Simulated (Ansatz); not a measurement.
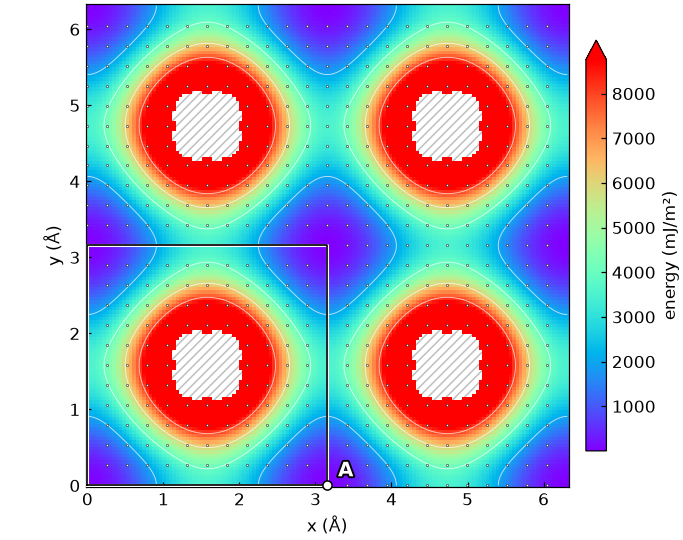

TiAl (Pm-3m, No. 221; 6 atoms in the cell). 
- Gamma surface: rigid slide across a plane, one fault a cell; the plane is (1 0 0) of the conventional cell, and the faces at the cut hold Al and Ti.
- Places are given modulo a cell vector. The map is drawn in real space over the plane of the slide.
- Nothing is relaxed (rigid halves, spacing across the cut fixed).
- The grid has 12 × 12 points; 25 points were computed and 110 follow by symmetry. At 9 points there is no value (left out of the scan, as a rule where atoms come close).
- All energies are given in mJ/m² relative to the lowest grid point.
- These are results of DFT PBEsol, scalar-relativistic, plane waves, PAW in Ansatz, not measurements. Settings: cutoff 520 eV, k-mesh 14×14×5 in the order of the run's cell vectors, gaussian smearing 0.15 eV, no spin polarisation.

In the figure: a smooth colour map with a few white contour lines, dots at the grid points, the outline of one cell of the 2 × 2 shown, one colour for all values above the top of the scale, hatched blanks where no value was computed, the point A. Between grid points the surface is interpolated.

Find the lowest pass out of the well at A.

Answer. The easiest path leads from the well at (0/12, 0/12) of the cell vectors to its copy one period on. Its highest point lies about 3500 mJ/m² above the bottom of the first well on the interpolated surface, at (0/12, 6/12) of the cell vectors. The start is the relaxed structure and all else is held, so a fully relaxed path at this level can only be lower.

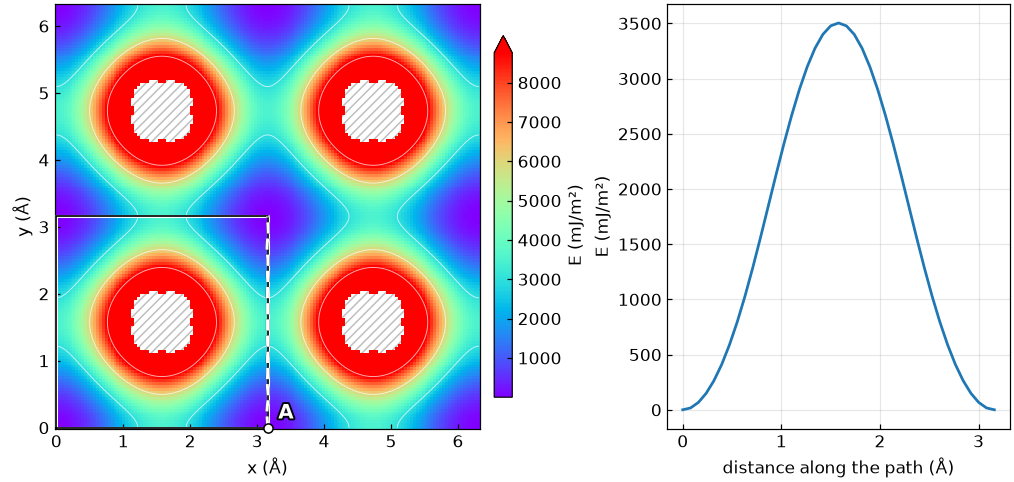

The picture shows a smooth colour map with a few white contour lines, a line along the lowest path, the outline of one cell of the 2 × 2 shown, one colour for all values above the top of the scale, hatched blanks where no value was computed, the energy along the path at the right. Between grid points the surface is interpolated.

PAW datasets: the set soft_1.
